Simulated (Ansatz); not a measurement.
## Electronic structure of RbBr in real space

The calculation's input:

```
crystal:
  lattice:
    - [0.0, 3.4559503595, 3.4559503595]
    - [3.4559503595, 0.0, 3.4559503595]
    - [3.4559503595, 3.4559503595, 0.0]
  atoms:
    - { symbol: Rb, position: [0.0, 0.0, 0.0] }
    - { symbol: Br, position: [0.5, 0.5, 0.5] }
basis:
  ecutwfc: 420
kpoints:
  mp_grid: { grid: [6, 6, 6] }
hamiltonian:
  xc: pbe
scf:
  occupations: { method: gaussian, width: 0.02 }
output:
  forces: true
  stress: true
  eigenvalues: true
  write_density: true
  write_potential: true
  elf: true
  volumetric_format: npy
relax:
  adjacent_minimum: "off"
  f_tol: 0.005
  max_steps: 80
  cell: { stress_tol: 0.05 }
```

Command:

```sh
ansatz run input.yaml --threads 4 --pin off --max-ram 8192MiB --backend cpu --events-out ev --progress --plain --runs-dir out
```

Below, planes, directions and counts refer to the conventional cell (a = 7.01 Å, b = 7.01 Å, c = 7.01 Å, α = 90.00°, β = 90.00°, γ = 90.00°).

The fields are those of the run's last geometry, not of the input's.

Space group Fm-3m; a structure from a database of computed crystals, not necessarily the ambient phase.

All numbers below come from DFT PBE, scalar-relativistic, plane waves, PAW (Ansatz).

In a PAW calculation such maps are meaningful between the atoms, not at the nuclei.

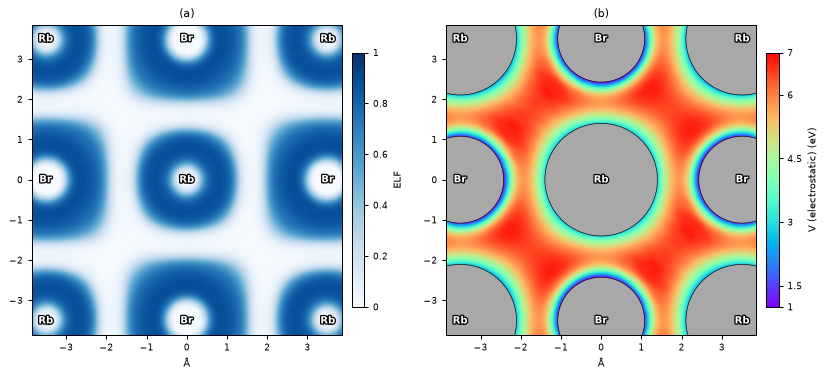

Figure 1. (a) ELF; (b) electrostatic potential (local pseudopotential plus Hartree) felt by an electron on the (001) plane of the conventional cell. Grey discs cover the atomic cores in the potential map.

Interpret the plot.

Answer.
- Atoms in the plane: Rb and Br.
- Rb–Br (3.51 Å): the ELF is about 0.05 at the midpoint; a closed-shell, largely ionic contact.
- The features right at Rb lie inside the PAW spheres, where the map follows smoothed inner orbitals and isn't to be read closely.
- Outside the cores the potential energy rises away from the atoms and is highest about 1.9 Å from the nearest atoms; its zero is arbitrary.

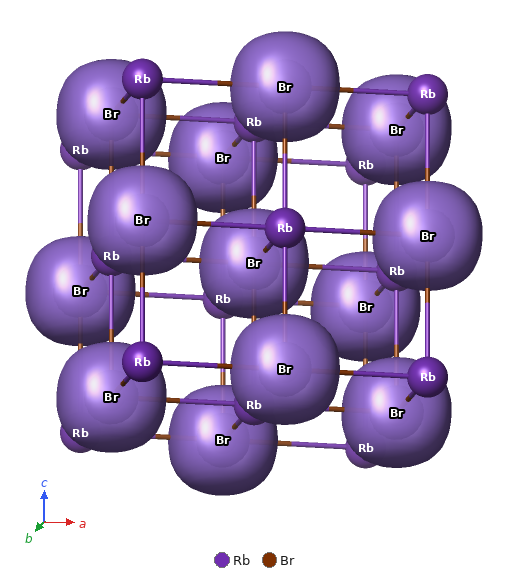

Figure 2. Isosurface of the electron localisation function at 0.75 (purple), seen at an oblique angle. Only the valence region is drawn (cores and ρ < 0.01 e/Å³ removed). Sticks mark near contacts.

Where are the electrons localised?

Answer. The ELF exceeds this value in four regions wrapped around Br (the valence shell of each), counted in one cell of 8 atoms. Regions shared between cells count once.

Does the calculation give a band gap?

Answer. It is gapped, with a Kohn–Sham gap of 4.2 eV on the k-point mesh (the band edges may lie off the mesh, which would make the gap smaller).
